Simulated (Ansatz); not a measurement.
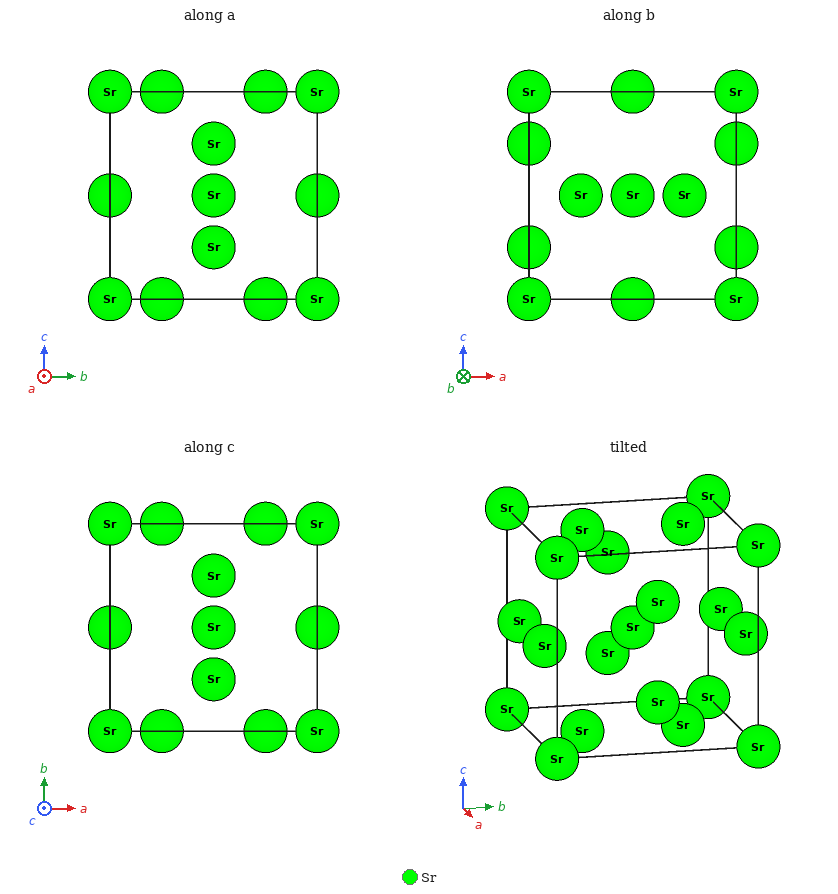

View along the a axis, along the b axis, along the c axis and slightly off an axis, drawn as a spheres-only model. The conventional unit cell is drawn as a box.

Lattice parameters: a = 7.4866 Å, b = 7.4866 Å, c = 7.4866 Å, α = 90.000°, β = 90.000°, γ = 90.000°.

**Record the structure as a CIF in P1 with every atom of the cell.**

```cif
data_structure
_symmetry_space_group_name_H-M 'P 1'
_symmetry_Int_Tables_number 1
_cell_length_a 7.4866
_cell_length_b 7.4866
_cell_length_c 7.4866
_cell_angle_alpha 90.000
_cell_angle_beta 90.000
_cell_angle_gamma 90.000
_cell_volume 419.62
loop_
_atom_site_label
_atom_site_type_symbol
_atom_site_fract_x
_atom_site_fract_y
_atom_site_fract_z
_atom_site_occupancy
Sr1 Sr 0.0000 0.0000 0.0000 1
Sr2 Sr 0.5000 0.5000 0.5000 1
Sr3 Sr 0.2500 0.0000 0.5000 1
Sr4 Sr 0.7500 0.0000 0.5000 1
Sr5 Sr 0.5000 0.2500 0.0000 1
Sr6 Sr 0.5000 0.7500 0.0000 1
Sr7 Sr 0.0000 0.5000 0.2500 1
Sr8 Sr 0.0000 0.5000 0.7500 1
```

Origin of the cell: a structure type filled with this element by a generator (whether the element takes this form wasn't checked). Earlier steps of the study may have refined or changed the cell and positions. It was the input of a calculation with Ansatz.
